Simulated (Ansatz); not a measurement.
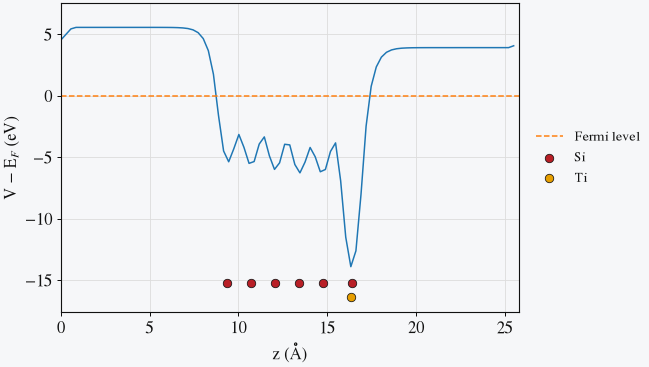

What does the plot show?

Plane-averaged electrostatic potential energy of an electron across the slab; circles at the bottom mark the heights of the atoms (positions after relaxation). System: a (100) slab cut from Si (Fd-3m), of composition TiSi$_{6}$ (not the bulk's), ended by Si planes, 7 atoms in the cell. Method: DFT PBEsol, scalar-relativistic, plane waves, PAW, spin-polarised, 8×8×1 k mesh (Ansatz).

The work function is 3.92 eV at the right face and 5.57 eV at the left. The vacuum level is 1.65 eV higher at the left than at the right, so the slab carries a dipole along its normal; the ramp in the vacuum, at or near the edge of the plot, is the dipole correction that keeps each side flat. Some atoms were held fixed in the relaxation, which can itself make the faces differ. The outermost atoms are 7.1 Å apart, which leaves 18.7 Å of vacuum in a cell 25.8 Å high.

Some starting moments didn't survive the run.
